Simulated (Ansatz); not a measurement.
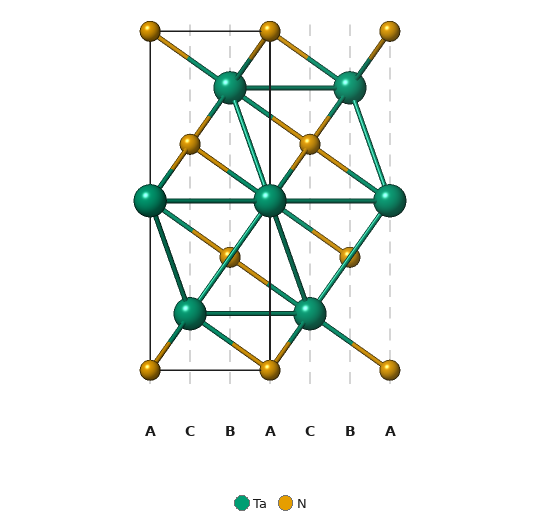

Projection along an edge of the hexagonal mesh, stacking direction [111] upwards. The dashed lines mark the three columns A (0, 0), B (1/3, 2/3) and C (2/3, 1/3). The box is the hexagonal cell of the face-centred cubic lattice. The sequence starts with the first layer at or above the cell's origin.

TaN. Coordinates: a calculation's input that goes back to an entry of the Crystallography Open Database (an earlier step may have relaxed or displaced it).

Q: Give the sequence of layers in one repeat, with element and column.

A: N(A) – Ta(C) – N(B) – Ta(A) – N(C) – Ta(B) (six layers in 7.65 Å).

Q: How are the N layers alone stacked?

A: N layers alone: ABC, the cubic close-packed type.

Q: Which positions between or in the N layers do the other atoms fill?

A: Ta: three octahedral sites (per hexagonal cell).
